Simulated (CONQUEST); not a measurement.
**Energy of PbS along an even scaling of the cell**

System: PbS (Cmcm, 8 atoms in the cell).
Method: Kohn-Sham DFT of a periodic cell, LDA, PseudoDojo NC LDA, no spin polarisation (CONQUEST 1.3).

The 7 runs differ only in the geometry, by an even scaling of the cell at fixed fractional positions. The structure derives from a Materials Project entry.

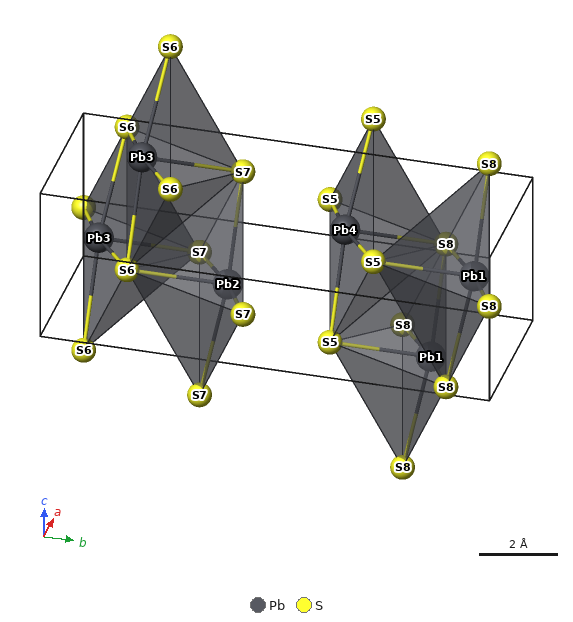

Figure 1. The structure of run 4 (polyhedral view of the cell of the calculation, set on other vectors, seen at an oblique angle; polyhedra are completed across the faces of the cell; atoms are numbered from 1 in the order of the input).

### Input of run 4
```
IO.Title PbS
IO.Coordinates coords.dat
IO.FractionalAtomicCoords T
IO.Iprint 2
IO.Iprint_init 1
General.NumberOfSpecies 2
General.PseudopotentialType hamann
AtomMove.TypeOfRun static
AtomMove.FullStress T
Grid.PointsAlongX 40
Grid.PointsAlongY 40
Grid.PointsAlongZ 120
DM.SolutionMethod diagon
Diag.MPMesh T
Diag.GammaCentred T
Diag.MPMeshX 7
Diag.MPMeshY 6
Diag.MPMeshZ 3
Diag.kT 0.00183747
minE.SCTolerance 1e-6
SC.MaxIters 100
IO.AtomChargeOutput T
%block ChemicalSpeciesLabel
1 207.200 Pb
2 32.070 S
%endblock
```

Command:
```bash
Conquest
```

Lattice vectors (Å) and fractional positions of run 4:
```
   4.159905    0.000000    0.000000
   0.000000    4.279321    0.000000
   0.000000    0.000000   11.982594
Pb  0.000000  0.250000  0.130563
Pb  0.500000  0.250000  0.630563
Pb  0.000000  0.750000  0.869437
Pb  0.500000  0.750000  0.369437
S   0.000000  0.250000  0.354797
S   0.500000  0.250000  0.854797
S   0.000000  0.750000  0.645203
S   0.500000  0.750000  0.145203
```

Run 3 has the same physical settings and fractional positions; its lattice vectors (Å) are:
```
   4.131986    0.000000    0.000000
   0.000000    4.250600    0.000000
   0.000000    0.000000   11.902171
```

### Results, with one run withheld

| run | volume per atom (Å³) | free energy per atom, from the lowest run given (meV) | pressure (GPa) | gap on the mesh (eV) |
| --- | --- | --- | --- | --- |
| 1 | 25.064 | 0.92 | 0.99 | 0.90 |
| 2 | 25.597 | 0.00 | −0.40 | 0.96 |
| 3 | 26.130 | ? | ? | ? |
| 4 | 26.664 | 10.61 | −2.67 | 1.06 |
| 5 | 27.197 | 21.14 | −3.66 | 1.10 |
| 6 | 27.730 | 34.60 | −4.48 | 1.13 |
| 7 | 28.263 | 50.94 | −5.32 | 1.14 |

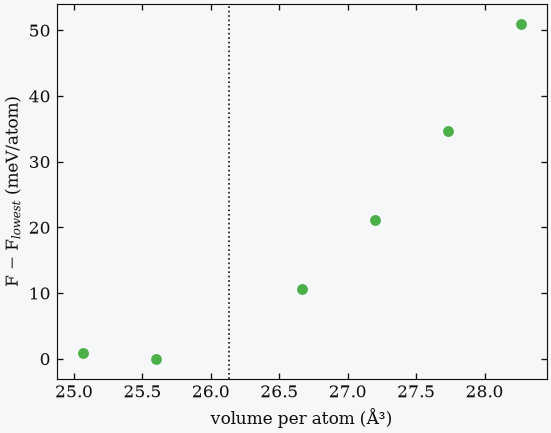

Figure 2. Free energy per atom of the runs given; the dotted line marks run 3.

Estimate the energy of run 3 from the others.

A cubic polynomial in V^(−2/3) (the Birch–Murnaghan form), fitted to the 6 runs given, misses them by at most 0.07 meV per atom. With x = V^(−2/3) − 0.11191 Å⁻², it reads F = 11.382 − 6187.1 x + 8.2265e+05 x² + 1.5413e+06 x³ (meV per atom). At run 3 it gives 3.41 meV per atom, and the run itself gives 3.43. The slope of the fit gives a pressure −dF/dV of −1.60 GPa there, and the run prints −1.60 GPa. The fit has its minimum at 25.432 Å³ per atom, where V d²F/dV² gives 62.9 GPa. Cell shape and fractional positions are held, so this is the stiffness under even scaling; the relaxed bulk modulus wasn't computed and can be far lower in a crystal of layers, chains or molecules like this one. The gap on the mesh goes, without turning, from 0.90 eV in run 1 to 1.14 eV in run 7; run 3 has 1.01 eV. These are gaps of this functional on this mesh, which can miss the band edges; they aren't the measured gap.

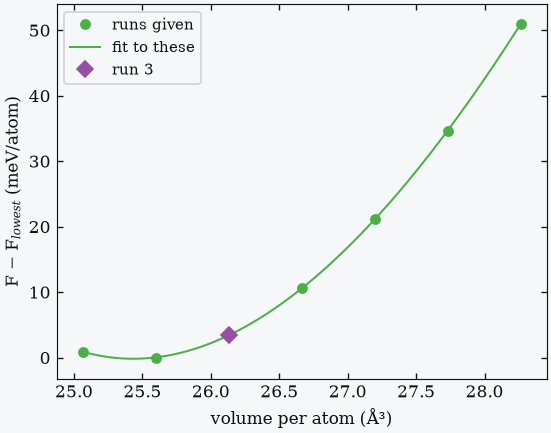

Figure 3. The fit and the withheld run.

### Some lines of the output (run 3)
```
[...]
      Using Fermi-Dirac smearing
          DFT Total Energy                 :      -325.232787189646956 Ha
          Free Energy (E-TS)               :      -325.360426262964779 Ha
          DFT Total Energy                 :      -325.328728943856390 Ha
          Free Energy (E-TS)               :      -325.349566031995550 Ha
          DFT Total Energy                 :      -325.348767821474326 Ha
          Free Energy (E-TS)               :      -325.349190662946967 Ha
          DFT Total Energy                 :      -325.348583251351556 Ha
          DFT Total Energy                 :      -325.348976420306258 Ha
          DFT Total Energy                 :      -325.348996155774671 Ha
          DFT Total Energy                 :      -325.348996553892789 Ha
          DFT Total Energy                 :      -325.348996562743423 Ha
      |* DFT total energy        =      -325.348996562743423 Ha
    force: Average pressure:     -1.59721383 GPa
```

Notes: Spin–orbit coupling is left out, which matters for Pb. With a small basis of atomic orbitals these values can differ much from converged plane-wave results.
